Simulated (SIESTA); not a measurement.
# A series of single points on SiC

System: SiC (P6₃mc, 4 atoms in the cell).
Method: Kohn-Sham DFT of a periodic cell, PBEGcGxHEG, PseudoDojo 0.4 standard, converted to PSML, no spin polarisation (SIESTA 5.4.2).

The 7 runs differ only in the geometry, by an even scaling of the cell at fixed fractional positions. The structure derives from an entry of the Crystallography Open Database.

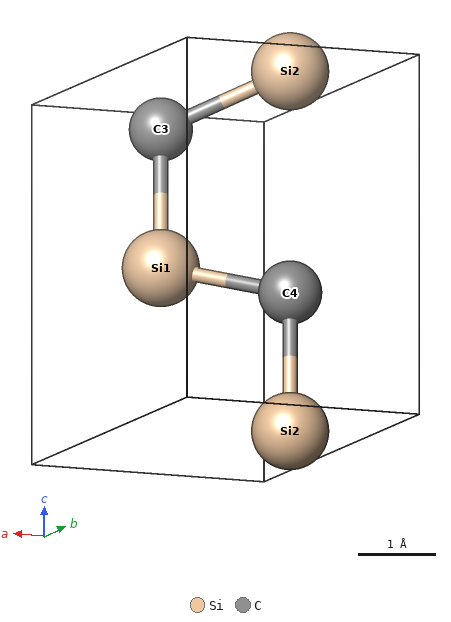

Figure 1. The structure of run 4 (ball-and-stick view of the cell of the calculation, seen at an oblique angle; atoms are numbered from 1 in the order of the input).

**Input of run 4**
```
SystemName                      Moissanite
SystemLabel                     SiC
NumberOfSpecies                 2
NumberOfAtoms                   4
%block ChemicalSpeciesLabel
  1  14 Si
  2   6 C
%endblock ChemicalSpeciesLabel

LatticeConstant                 1.0 Ang
%block LatticeVectors
     3.0760000000     0.0000000000     0.0000000000
    -1.5380000000     2.6638941420     0.0000000000
     0.0000000000     0.0000000000     5.0480000000
%endblock LatticeVectors
AtomicCoordinatesFormat         Fractional
%block AtomicCoordinatesAndAtomicSpecies
     0.6666666667     0.3333333333     0.5000000000  1  Si
     0.3333333333     0.6666666667     0.0000000000  1  Si
     0.6666666667     0.3333333333     0.8850000000  2  C
     0.3333333333     0.6666666667     0.3850000000  2  C
%endblock AtomicCoordinatesAndAtomicSpecies

%block kgrid.MonkhorstPack
   10   0   0  0.0
    0  10   0  0.0
    0   0   5  0.0
%endblock kgrid.MonkhorstPack
XC.Functional                   GGA
XC.Authors                      PBEGcGxHEG
PAO.BasisSize                   DZP
PAO.EnergyShift                 0.002 Ry
Mesh.Cutoff                     500 Ry
OccupationFunction              FD
ElectronicTemperature           0.05 eV
MaxSCFIterations                120
SCF.MustConverge                false
SCF.Mixer.Method                Pulay
SCF.Mixer.Weight                0.25
SCF.Mixer.History               8
SCF.DM.Tolerance                5.0e-05
SCF.H.Tolerance                 1.0e-03 eV
WriteForces                     true
Charge.Mulliken                 end
```

Command:
```bash
siesta < SiC.fdf > SiC.out 2>&1
```

Run 3 differs from it as follows:
```diff
-     3.0760000000     0.0000000000     0.0000000000
-    -1.5380000000     2.6638941420     0.0000000000
-     0.0000000000     0.0000000000     5.0480000000
+     3.0553550827     0.0000000000     0.0000000000
+    -1.5276775413     2.6460151191     0.0000000000
+     0.0000000000     0.0000000000     5.0141197845
```

**Results, with one run withheld**

```tsv
run	volume per atom (Å³)	free energy per atom, from the lowest run given (meV)	pressure (GPa)	gap on the mesh (eV)
1	9.721	42.80	19.48	2.06
2	9.927	21.63	13.43	2.10
3	10.134	?	?	?
4	10.341	0.95	3.01	2.17
5	10.548	0.00	−1.45	2.20
6	10.755	4.56	−5.52	2.23
7	10.961	14.13	−9.22	2.21
```

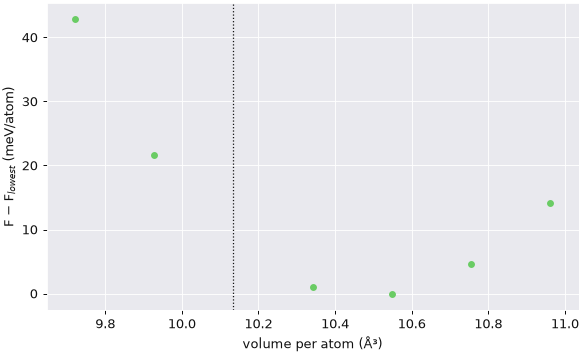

Figure 2. Free energy per atom of the runs given; the dotted line marks run 3.

What should run 3 give?

A cubic polynomial in V^(−2/3) (the Birch–Murnaghan form), fitted to the 6 runs given, misses them by at most 0.04 meV per atom. With x = V^(−2/3) − 0.21042 Å⁻², it reads F = 0.57624 + 1172.5 x + 3.7696e+05 x² + 1.4803e+05 x³ (meV per atom). At run 3 it gives 7.91 meV per atom, and the run itself gives 7.93. The slope of the fit gives a pressure −dF/dV of 7.94 GPa there, and the run prints 7.91 GPa. The fit has its minimum at 10.476 Å³ per atom, where V d²F/dV² gives 223 GPa. Cell shape and fractional positions are held, so this is the stiffness under even scaling; the relaxed bulk modulus wasn't computed. The gap on the mesh lies between 2.06 eV (run 1) and 2.23 eV (run 6); run 3 has 2.13 eV. These are gaps of this functional on this mesh, which can miss the band edges; they aren't the measured gap.

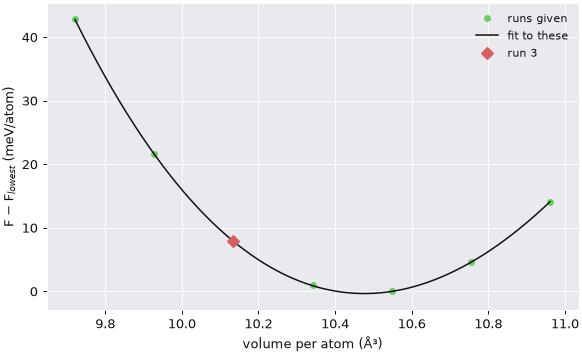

Figure 3. The fit and the withheld run.

**Some lines of the output (run 3)**
```
[...]
outcell: Cell volume (Ang**3)        :     40.5367
stepf: Fermi-Dirac step function
siesta: Etot    =      -551.178717
siesta: FreeEng =      -551.178717
        iscf     Eharris(eV)        E_KS(eV)     FreeEng(eV)     dDmax    Ef(eV) dHmax(eV)
siesta: E_KS(eV) =             -555.3637
siesta: E_KS - E_eggbox =      -555.3637
siesta: Etot    =      -555.363657
siesta: FreeEng =      -555.363657
siesta:         Fermi =      -6.394912
siesta: Cell volume =         40.536730 Ang**3
    Orbital volume contribution        =           3.970169 eV
```

Notes on the run: xc_check: WARNING: Pseudopotential generated with GGA PBE functional. With a small basis of atomic orbitals these values can differ much from converged plane-wave results.
